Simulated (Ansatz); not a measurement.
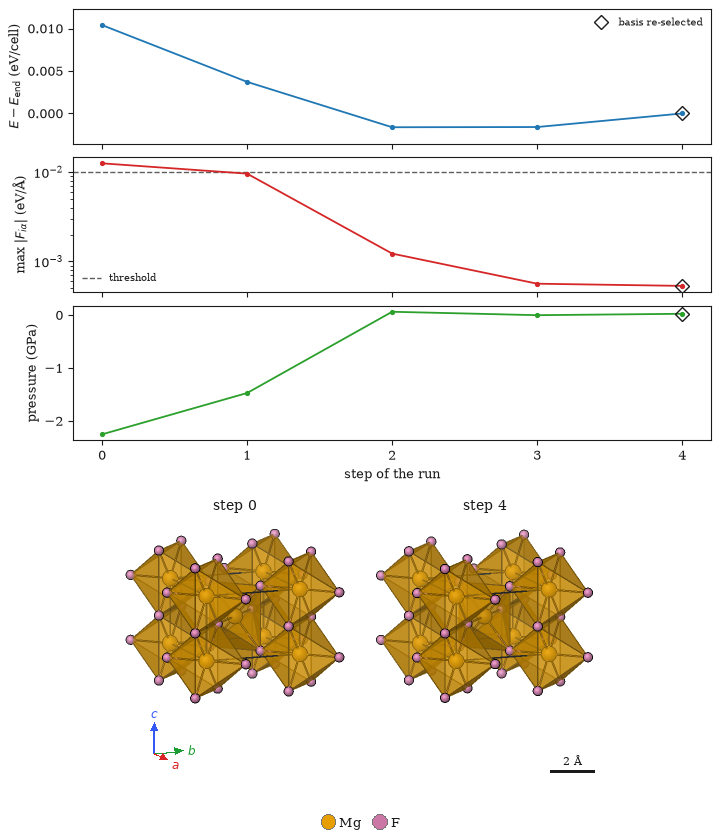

First and last geometry of a relaxation of a crystal of MgF₂ (built on the database structure type), with the history of the run. The picture is a polyhedral view of the cell of the calculation, seen slightly off an axis.

Method: DFT, r2SCAN+rVV10, plane waves, PAW in Ansatz 0.2.0.

Input file:
```yaml
crystal:
  lattice:
    - [4.638032054, 0.0, 0.0]
    - [0.0, 4.638032054, 0.0]
    - [0.0, 0.0, 3.0627028145]
  atoms:
    - { symbol: Mg, position: [0.5, 0.5, 0.5] }
    - { symbol: Mg, position: [0.0, 0.0, 0.0] }
    - { symbol: F, position: [0.6965584483, 0.6965584483, 0.0] }
    - { symbol: F, position: [0.8034415517, 0.1965584483, 0.5] }
    - { symbol: F, position: [0.3034415517, 0.3034415517, 0.0] }
    - { symbol: F, position: [0.1965584483, 0.8034415517, 0.5] }
kpoints:
  mp_grid: { grid: [6, 6, 8] }
hamiltonian:
  xc: r2scan
  dispersion: rvv10
scf:
  occupations: { method: fermi_dirac, width: 0.03 }
relax:
  f_tol: 0.01
  cell: {}
  max_steps: 120
output:
  write_density: true
  write_potential: true
  elf: true
  volumetric_format: npy
```

Command:
```bash
ansatz run input.yaml --threads 2 --pin off --max-ram 2211MiB --backend cpu --events-out ev --progress --plain --runs-dir out
```

### Did the run converge, and what did it change?

It converged. The largest moves relative to the cell, 0.005 Å, are those of F3, F4, F5 and F6. F3 goes along [1 1 0]. Mg stays in place. The volume changes by −2.2 %, with a = b 4.638 → 4.605 Å (−0.7 %), c 3.063 → 3.038 Å (−0.8 %). Among the contacts that change: Mg1–F4 1.990 → 1.972 Å, Mg1–F3 2.002 → 1.989 Å. The space group stays P4_2/mnm (No. 136). The energy falls by 10.4 meV per cell of the calculation in 3 accepted moves (4 points after the start). Largest force component: 0.013 eV/Å at the start, 0.00053 eV/Å at the end. The pressure goes from −2.25 to 0.02 GPa. At 1 point the geometry stayed and the basis and grid were re-selected for the new cell (energy shift of 1.6 meV per cell of the calculation at most each time).
